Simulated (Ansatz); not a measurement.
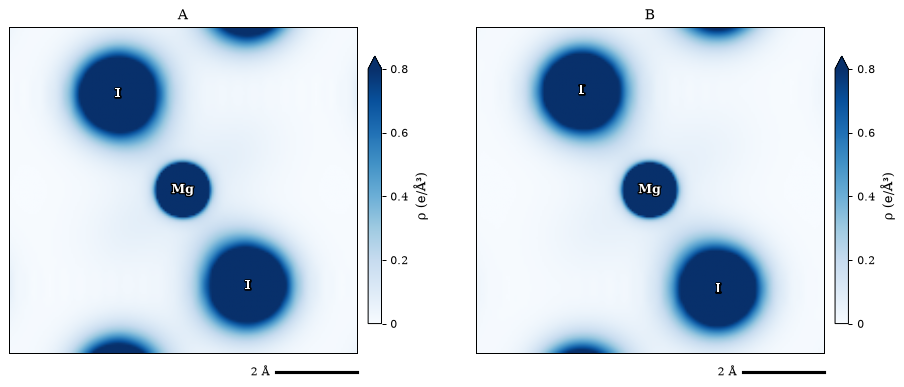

MgI₂. The valence electron density of two cells that differ in size, on the (110) plane of each (indices in the axes of the calculation cell), at one length scale and on one colour scale: B has 41.2 Å³ an atom and A 37.4.

Method: DFT PBE, scalar-relativistic, plane waves, PAW in Ansatz 0.2.0.

The density is the valence pseudo-density of a PAW calculation; it isn't the true density close to the nuclei.

### What changes from the larger cell to the smaller?

From the larger cell to the smaller, Mg–I goes from 2.98 to 2.87 Å, and the density at its midpoint from 0.24 to 0.28 e/Å³; the pressure goes from −0.7 to 2.4 GPa; the Kohn–Sham gap goes from 3.6 eV to 3.7 eV.
